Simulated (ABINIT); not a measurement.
## Band-structure run, with input and output: Li (part 3 of 3)

Continued. System: Li (Im-3m, 1 atom in the cell). Method: Kohn-Sham DFT of a periodic cell, LDA, PseudoDojo NC SR LDA v0.4 stringent, no spin polarisation (ABINIT 10.8.3); cutoff 1306.15 eV, 11×11×11 k-mesh, fermi-dirac of 0.05 eV. The structure derives from an entry of the Crystallography Open Database.

Geometry of the input (Å; fractional positions):
```
-1.7547  1.7547  1.7547
1.7547  -1.7547  1.7547
1.7547  1.7547  -1.7547
Li 0.0000  0.0000  0.0000
```

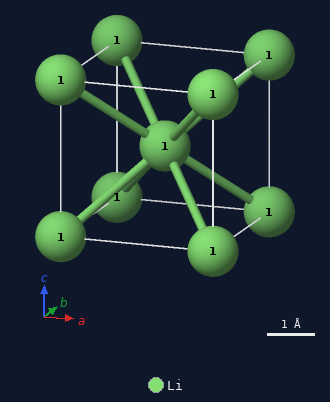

The input geometry (ball-and-stick view of the cell 2 times as large as that of the calculation, set on its symmetry axes, seen slightly off an axis; atoms are numbered from 1 in the order of the input).

What the program printed, continued
```
 kpt#  24, nband= 10, wtk=  1.00000, kpt=  0.1071  0.1071  0.1071 (reduced coord)
  -1.66995   -0.06886    0.35655    0.35655    0.38555    0.63898    0.63898    0.77385
   0.77385    0.80600
 kpt#  25, nband= 10, wtk=  1.00000, kpt=  0.1429  0.1429  0.1429 (reduced coord)
  -1.66980   -0.03294    0.28243    0.28243    0.34870    0.67832    0.67832    0.82146
   0.82146    0.85407
 kpt#  26, nband= 10, wtk=  1.00000, kpt=  0.1786  0.1786  0.1786 (reduced coord)
  -1.66969    0.01306    0.21907    0.21907    0.32234    0.72995    0.72995    0.88236
   0.88236    0.91268
 kpt#  27, nband= 10, wtk=  1.00000, kpt=  0.2143  0.2143  0.2143 (reduced coord)
  -1.66963    0.06837    0.16812    0.16812    0.30575    0.78744    0.78744    0.88062
   0.95510    0.95510
 kpt#  28, nband= 10, wtk=  1.00000, kpt=  0.2500  0.2500  0.2500 (reduced coord)
  -1.66962    0.13015    0.13015    0.13015    0.29935    0.83385    0.83385    0.83385
   1.01219    1.01219
 kpt#  29, nband= 10, wtk=  1.00000, kpt=  0.2857  0.1429  0.2857 (reduced coord)
  -1.66962    0.10543    0.10543    0.18794    0.31036    0.76982    0.82302    0.82302
   0.94188    0.94188
 kpt#  30, nband= 10, wtk=  1.00000, kpt=  0.3214  0.0357  0.3214 (reduced coord)
  -1.66960    0.09403    0.09403    0.21896    0.35629    0.70980    0.72423    0.72423
   0.91567    0.91567
 kpt#  31, nband= 10, wtk=  1.00000, kpt=  0.3571 -0.0714  0.3571 (reduced coord)
  -1.66955    0.09593    0.09593    0.22394    0.42422    0.60841    0.60841    0.67770
   0.91868    0.91868
 kpt#  32, nband= 10, wtk=  1.00000, kpt=  0.3929 -0.1786  0.3929 (reduced coord)
  -1.66945    0.11092    0.11092    0.21898    0.47083    0.50109    0.50109    0.70475
   0.93468    0.93468
 kpt#  33, nband= 10, wtk=  1.00000, kpt=  0.4286 -0.2857  0.4286 (reduced coord)
  -1.66935    0.13837    0.13837    0.21132    0.40683    0.40683    0.48094    0.79900
   0.96178    0.96178
 kpt#  34, nband= 10, wtk=  1.00000, kpt=  0.4643 -0.3929  0.4643 (reduced coord)
  -1.66927    0.17554    0.17554    0.20492    0.32937    0.32937    0.47887    0.92688
   0.99635    0.99635
 kpt#  35, nband= 10, wtk=  1.00000, kpt=  0.5000 -0.5000  0.5000 (reduced coord)
  -1.66924    0.20246    0.20246    0.20246    0.28899    0.28899    0.47742    1.01875
   1.01875    1.01875

== END DATASET(S) ==============================================================
================================================================================

 -outvars: echo values of variables after computation  --------
            acell      5.7431478281E+00  5.7431478281E+00  5.7431478281E+00 Bohr
           etotal1    -7.2138343627E+00
            fcart1    -0.0000000000E+00 -0.0000000000E+00 -0.0000000000E+00
            rprim     -5.7735026920E-01  5.7735026920E-01  5.7735026920E-01
                       5.7735026920E-01 -5.7735026920E-01  5.7735026920E-01
                       5.7735026920E-01  5.7735026920E-01 -5.7735026920E-01
           strten1     5.3831637845E-05  5.3831637845E-05  5.3831637845E-05
                       0.0000000000E+00  0.0000000000E+00  0.0000000000E+00
 Calculation completed.
```

Results in brief

- outcome: converged
- space group (tolerance 0.01 Å): Im-3m (229)
- electrons treated: 3
- free energy: −196.2984 eV
- Fermi energy: 0.316 eV
- gap on the k-point mesh: none (metallic)
- pressure: −1.58 GPa
- largest force (length of the vector): under 0.001 eV/Å
- wall time: 19 s
- peak memory: 0.13 GiB
